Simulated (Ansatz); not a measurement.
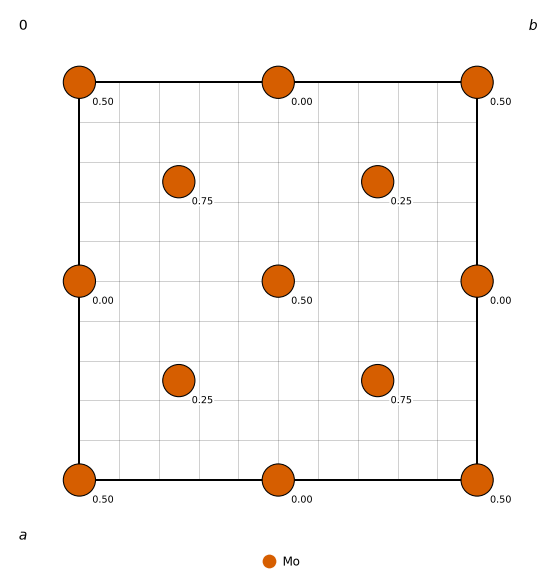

Plan of a unit cell projected along c (a down the page, b across); the numbers are heights as fractions of c, and atoms on the cell's edges are repeated. The grid marks tenths of a and b. Source: the input geometry of an electronic-structure calculation (not necessarily at equilibrium); the starting structure was generated, so it need not be a known form of this composition. Geometry calculated from the standardised cell; symmetry tolerance 0.002 Å.

a = 5.613 Å, b = 5.613 Å, c = 5.613 Å, α = 90.00°, β = 90.00°, γ = 90.00°.

Q: What does the cell contain?

A: 8 Mo: Mo, Z = 8.

Q: Which space group?

A: Fd-3m (No. 227, origin choice 1), face-centred cubic.

Q: Give the independent sites, coordinates to two places.

A:
```
atom  site  symmetry     x     y     z
  Mo    8b      -43m  0.75  0.75  0.75
```
